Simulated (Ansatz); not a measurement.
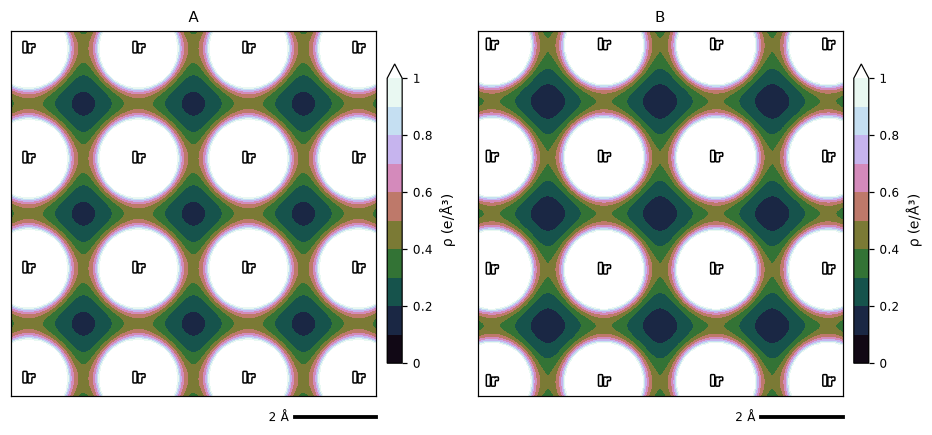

Ir. The valence charge density (pseudo) of two cells that differ in size, on the (101) plane of each (indices in the axes of the calculation cell), at one length scale and on one colour scale: B has 14.9 Å³ an atom and A 14.1.

Space group Fm-3m.

Method: Ansatz, Kohn-Sham DFT of a periodic cell, PBE, Ansatz PAW.

In a PAW calculation such maps are meaningful between the atoms, not at the nuclei.

Question: What does the compression do to the bonding and the properties?

Answer: From the larger cell to the smaller, Ir–Ir goes from 2.76 to 2.71 Å, and the density at its midpoint from 0.41 to 0.45 e/Å³; the pressure goes from −9 to 11 GPa.
